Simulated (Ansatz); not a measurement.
NiGe (slab)

```yaml
crystal:
  lattice:
    - [3.44002, 0.00000, 0.00000]
    - [0.00000, 5.31079, 0.00000]
    - [0.00000, 0.00000, 28.33348]
  atoms:
    - { symbol: Ge, position: [0.75000, 0.68836, 0.26470] }
    - { symbol: Ni, position: [0.25000, 0.99299, 0.28506] }
    - { symbol: Ni, position: [0.25000, 0.49299, 0.30982] }
    - { symbol: Ge, position: [0.75000, 0.18836, 0.33017] }
    - { symbol: Ge, position: [0.25000, 0.81164, 0.36598] }
    - { symbol: Ni, position: [0.75000, 0.50701, 0.38634] }
    - { symbol: Ni, position: [0.75000, 0.00701, 0.41110] }
    - { symbol: Ge, position: [0.25000, 0.31164, 0.43145] }
    - { symbol: Ge, position: [0.75000, 0.68836, 0.46727] }
    - { symbol: Ni, position: [0.25000, 0.99299, 0.48762] }
    - { symbol: Ni, position: [0.25000, 0.49299, 0.51238] }
    - { symbol: Ge, position: [0.75000, 0.18836, 0.53273] }
    - { symbol: Ge, position: [0.25000, 0.81164, 0.56855] }
    - { symbol: Ni, position: [0.75000, 0.50701, 0.58890] }
    - { symbol: Ni, position: [0.75000, 0.00701, 0.61366] }
    - { symbol: Ge, position: [0.25000, 0.31164, 0.63402] }
    - { symbol: Ge, position: [0.75000, 0.68836, 0.66983] }
    - { symbol: Ni, position: [0.25000, 0.99299, 0.69018] }
    - { symbol: Ni, position: [0.25000, 0.49299, 0.71494] }
    - { symbol: Ge, position: [0.75000, 0.18836, 0.73530] }
```

Not relaxed (largest force 0.8 eV/Å); computed without spin polarisation.

Method: Ansatz, DFT PBEsol, scalar-relativistic, plane waves, PAW.

**What can the converged valence pseudo-density and electron localisation function tell about the bonding?**

Ni–Ge (2.32 Å): ρ at the midpoint is about 0.48 e/Å³; the ELF is about 0.40 at the midpoint.
Ni–Ge (2.49 Å): ρ at the midpoint is about 0.37 e/Å³; the ELF is about 0.40 at the midpoint.

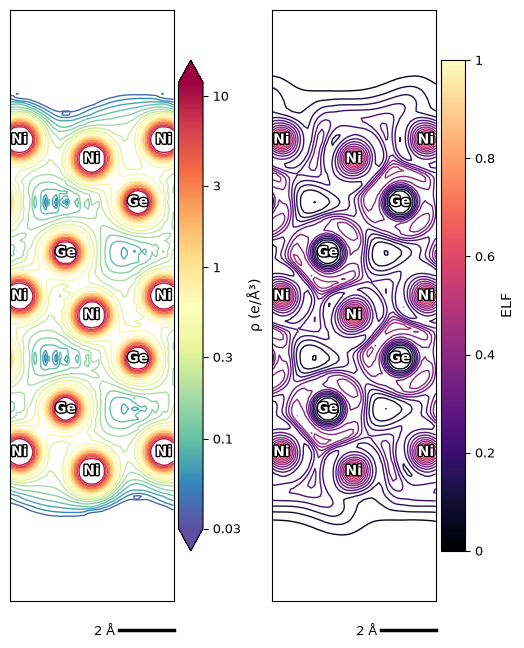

Computed valence pseudo-density and electron localisation function on the (100) plane of the calculation cell, a cut from vacuum to vacuum, in this order. 
